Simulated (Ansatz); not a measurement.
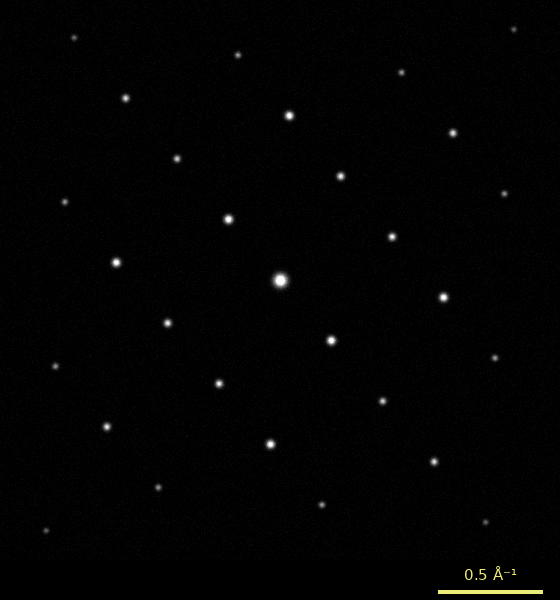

Simulated selected-area electron diffraction pattern (300 kV, kinematic approximation, thin crystal, B = 0.3 Å² for all atoms).

Phase: As, space group P6_3/mmc (No. 194), a = 3.01 Å, c = 4.60 Å (hexagonal axes). Structure: the end point of a relaxation with DFT, LDA (PW92), plane waves (420 eV) with PAW, scalar-relativistic (Ansatz); the starting structure was generated, so it need not be a known form of this composition.

> Measure the pattern against the scale bar and name the zone.

The spots form a centred rectangular net whose two shortest vectors correspond to d = 2.61 Å and 1.73 Å, 70.7° apart. They index as 0 1 0 and 1 0 -2, so the zone axis is ±[201] (or an equivalent direction of <201>).

> List the strongest reflections.

Strongest reflections with d > 0.80 Å, one of each family (|F|² from tabulated Gaussian fits of the electron scattering factors, times a small damping for the curvature of the Ewald sphere):

```json
{"hkl": "0 1 0", "d (Å)": "2.610", "I (strongest = 100)": "100"}
{"hkl": "1 1 -2", "d (Å)": "1.260", "I (strongest = 100)": "85"}
{"hkl": "1 0 -2", "d (Å)": "1.725", "I (strongest = 100)": "44"}
{"hkl": "2 -1 -4", "d (Å)": "0.914", "I (strongest = 100)": "36"}
{"hkl": "0 3 0", "d (Å)": "0.870", "I (strongest = 100)": "32"}
{"hkl": "0 2 0", "d (Å)": "1.305", "I (strongest = 100)": "23"}
```
